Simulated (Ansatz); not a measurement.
Cell and atoms:

```xyz
2
Lattice="3.1791 0.0079 0.0000 0.0079 3.1791 0.0000 0.0000 0.0000 3.1791" Properties=species:S:1:pos:R:3 pbc="T T T"
Ti    0.0000    0.0000    0.0000
Al    1.5935    1.5935    1.5895
```

Q: Say what kind of structure these coordinates give.

A: The formula is TiAl. Strictly the space group is Cmmm (No. 65, within 0.01 Å). It is a distorted form of a primitive cubic structure, space group Pm-3m (No. 221) within 0.25 Å: caesium chloride (CsCl, B2) type. One cell contains 1 Ti, 1 Al, 2 atoms in all. Around each Ti lie eight Al in a cubic arrangement at 2.75 to 2.76 Å. About every Al there are eight Ti in a cubic arrangement at 2.75 to 2.76 Å. Not all metal-metal contacts are counted. The bonds build a three-dimensional framework.

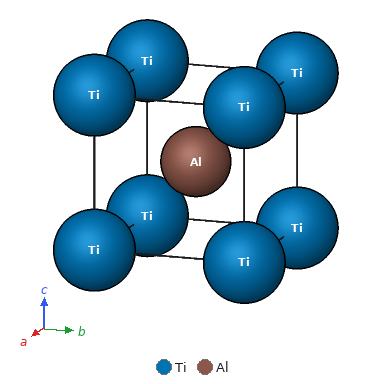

An orthographic spheres-only view of the structure, slightly off an axis. Lines trace the edges of the unit cell.

It goes back to a structure listed in the Materials Project. The cell was then strained or its atoms displaced on purpose. It went into a calculation with Ansatz.
